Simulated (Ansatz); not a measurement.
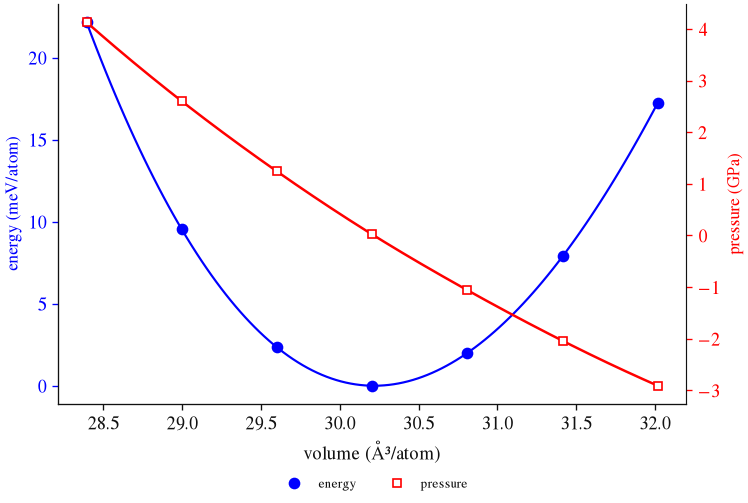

The picture above shows the energy and pressure against volume for Sb, space group R-3m (No. 166).

The given structure:
```
CELL_PARAMETERS angstrom
2.15420 1.24373 3.75800
-2.15420 1.24373 3.75800
0.00000 -2.48746 3.75800
ATOMIC_POSITIONS crystal
Sb 0.76651 0.76651 0.76651
Sb 0.23349 0.23349 0.23349
```

Calculation (Ansatz 0.2.0): all-electron LAPW DFT, no spin polarisation; energies at scaled volumes of the given cell, shape and fractions fixed, counted from the fit's minimum, third-order Birch-Murnaghan fit. Level: PBEsol.

k mesh 8×8×8; occupations Fermi–Dirac; smearing width 0.05 eV; potentials all electron LAPW, scalar relativistic; program settings basis error eV/atom 0.0005.

**Give the fitted equation-of-state parameters.**

A third-order Birch–Murnaghan fit gives V0 = 30.22 Å³/atom, B0 = 57.4 GPa and B′ = 4.6.

**Read off the course of the pressure.**

It falls from 4.13 GPa at volume 28.39 Å³/atom to −2.91 GPa at 32.02 Å³/atom, and changes sign near 30.22 Å³/atom.

Note: shape and atomic fractions are frozen while scaling, which makes layered, chain and framework solids too stiff.
